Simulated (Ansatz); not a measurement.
Crystal: B, the input geometry of an electronic-structure calculation (not necessarily at equilibrium); the starting structure was generated, so it need not be a known form of this composition.

```xyz
4
Lattice="2.8554 0.0000 0.0000 0.0000 2.8554 0.0000 0.0000 0.0000 2.8554" Properties=species:S:1:pos:R:3 pbc="T T T"
B     0.0000    0.0000    0.0000
B     0.0000    1.4277    1.4277
B     1.4277    0.0000    1.4277
B     1.4277    1.4277    0.0000
```

### What does its first Brillouin zone look like, and which path through it is standard?

It has a face-centred cubic lattice (cF; extended symbol cF2). The zone is a truncated octahedron in its combinatorial type: 14 faces (6 with 4 edges, 8 with 6 edges), 36 edges, 24 vertices. Path: Γ–X–U | K–Γ–L–W–X.

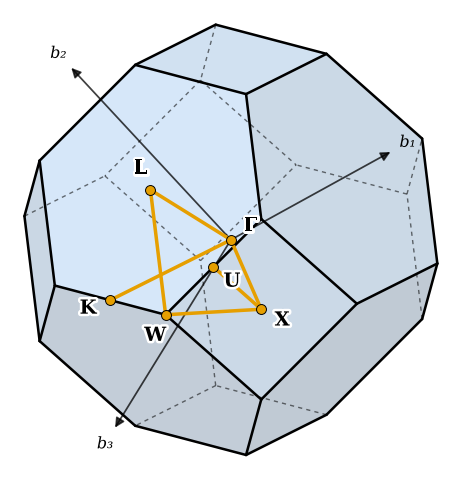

Labels and path follow the convention of Hinuma et al. (2017), as computed by seekpath; the arrows show the directions of the reciprocal primitive vectors b₁, b₂, b₃, in which coordinates are given; lengths include the factor 2π.

```json
{"point": "Γ", "k₁": "0", "k₂": "0", "k₃": "0", "length of k (1/Å)": "0.000"}
{"point": "X", "k₁": "1/2", "k₂": "0", "k₃": "1/2", "length of k (1/Å)": "2.200"}
{"point": "L", "k₁": "1/2", "k₂": "1/2", "k₃": "1/2", "length of k (1/Å)": "1.906"}
{"point": "W", "k₁": "1/2", "k₂": "1/4", "k₃": "3/4", "length of k (1/Å)": "2.460"}
{"point": "K", "k₁": "3/8", "k₂": "3/8", "k₃": "3/4", "length of k (1/Å)": "2.334"}
{"point": "U", "k₁": "5/8", "k₂": "1/4", "k₃": "5/8", "length of k (1/Å)": "2.334"}
```
